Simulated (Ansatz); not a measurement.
Cu

The calculation's input:

```
crystal:
  lattice:
    - [-0.0178843991, 1.7884399149, 1.7884399149]
    - [1.7884399149, -0.0178843991, 1.7884399149]
    - [1.7705555158, 1.7705555158, 0.0]
  atoms:
    - { symbol: Cu, position: [0.0, 0.0, 0.0] }
basis:
  ecutwfc: 500
kpoints:
  mp_grid: { grid: [28, 28, 28] }
hamiltonian:
  xc: r2scan
scf:
  occupations: { method: gaussian, width: 0.15 }
output:
  forces: true
  stress: true
  eigenvalues: true
  write_density: true
  write_potential: true
  elf: true
  volumetric_format: npy
```

Run with:

```sh
ansatz run input.yaml --threads 1 --pin off --max-ram 2560MiB --backend cpu --events-out ev --progress --plain --runs-dir out
```

Below, planes, directions and counts refer to the conventional cell (a = 2.50 Å, b = 2.55 Å, c = 3.58 Å, α = 90.00°, β = 90.00°, γ = 90.00°).

Space group Immm; changed on purpose from its base cell (strain -0.0200 x Voigt [0, 0, 0, 0, 0, 1], atoms carried along); computed without spin polarisation.

All numbers below come from Ansatz 0.2.0, DFT r2SCAN, scalar-relativistic, plane waves, PAW.

Q: What can the converged valence pseudo-density and electron localisation function tell about the bonding?

A: Cu–Cu (2.50 Å): ρ at the midpoint is about 0.29 e/Å³; the ELF is about 0.20 at the midpoint: no localised pair shows between them.
Cu–Cu (2.53 Å): ρ is about 0.28 e/Å³ halfway; the ELF is about 0.20 at the midpoint; no shared electron pair shows on this line.

Q: Does the calculation give a band gap?

A: It is gapless in this calculation (a metal or semimetal).

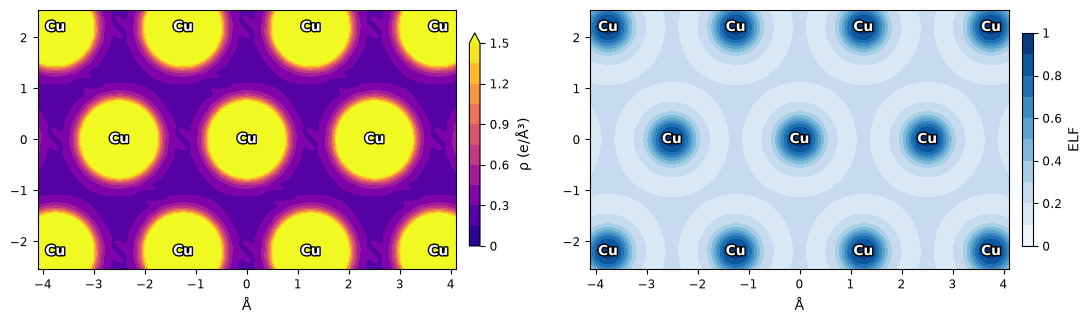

Computed valence pseudo-density and electron localisation function on the (011) plane of the conventional cell, in this order. 
